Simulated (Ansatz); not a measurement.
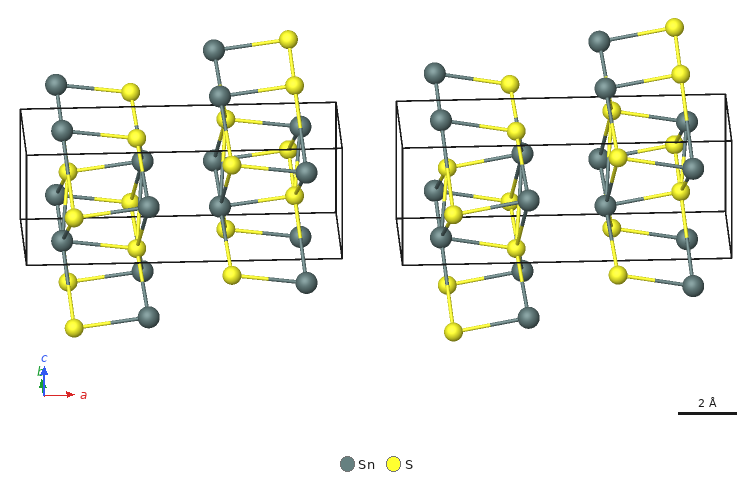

Two geometries of a crystal of SnS (set up in Pnma), drawn at one scale. One is the start of a relaxation, the other its converged end. Style: ball-and-stick. Shown: the cell of the calculation, from a free direction.

All numbers below come from DFT LDA, scalar-relativistic, plane waves, PAW (Ansatz). (plane-wave cutoff 420 eV; k-point mesh 4 × 8 × 6; occupations gaussian; smearing width 0.02 eV; no spin polarisation; cell and atoms relaxed; force threshold 0.005 eV/Å; at most 50 steps)

Q: Which one is relaxed?

A: The left one is the relaxed one. Case: relaxed again under DFT LDA, scalar-relativistic, plane waves, PAW. The energy falls by 39.0 meV per atom in 6 accepted moves (7 points after the start). The largest force component goes from 0.17 to 0.0035 eV/Å. Pressure: −4.27 GPa at the start and 0.00 GPa at the end. At 1 point the geometry stayed and the basis and grid were re-selected for the new cell (energy shift of 0.4 meV per atom at most each time). The largest moves relative to the cell, 0.096 Å, are those of Sn atoms. Largest moves by element: Sn 0.096 Å, S 0.047 Å. Cell: a 11.446 → 10.976 Å (−4.1 %), b 4.023 → 3.954 Å (−1.7 %), c 4.454 → 4.184 Å (−6.1 %). Volume −11.5 %. Near-neighbour distances that change, for instance: S–Sn 3.387 → 3.156 Å, S–Sn 2.657 → 2.615 Å, S–Sn 2.685 → 2.654 Å. Bond angles that change, for instance: Sn–S–Sn 103.7° → 101.7°. The space group stays Pnma (No. 62).
